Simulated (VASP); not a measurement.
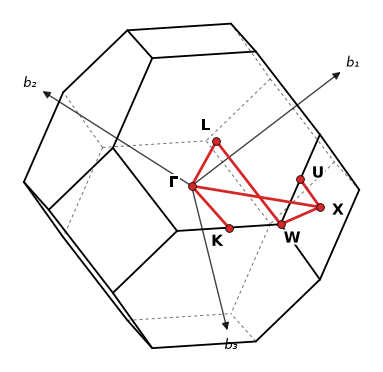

For CdTe, the end point of a relaxation with VASP Kohn-Sham DFT of a periodic cell, r2SCAN with D4, VASP PAW PBE potentials, recommended (VASP): the first Brillouin zone and its special points. Geometry calculated from the standardised cell; symmetry tolerance 0.002 Å.

Space group F-43m (No. 216); a = 6.533 Å, b = 6.533 Å, c = 6.533 Å, α = 90.00°, β = 90.00°, γ = 90.00°.

Labels and path follow the convention of Hinuma et al. (2017), as computed by seekpath; the arrows show the directions of the reciprocal primitive vectors b₁, b₂, b₃, in which coordinates are given; lengths include the factor 2π.

Question: List the special points with their coordinates and distances from Γ.

Answer:
```tsv
point	k₁	k₂	k₃	length of k (1/Å)
Γ	0	0	0	0.000
X	1/2	0	1/2	0.962
L	1/2	1/2	1/2	0.833
W	1/2	1/4	3/4	1.075
K	3/8	3/8	3/4	1.020
U	5/8	1/4	5/8	1.020
```

Question: What is the zone's volume?

Answer: (2π)³ over the primitive cell's volume of 69.70 Å³: 3.56 Å⁻³.
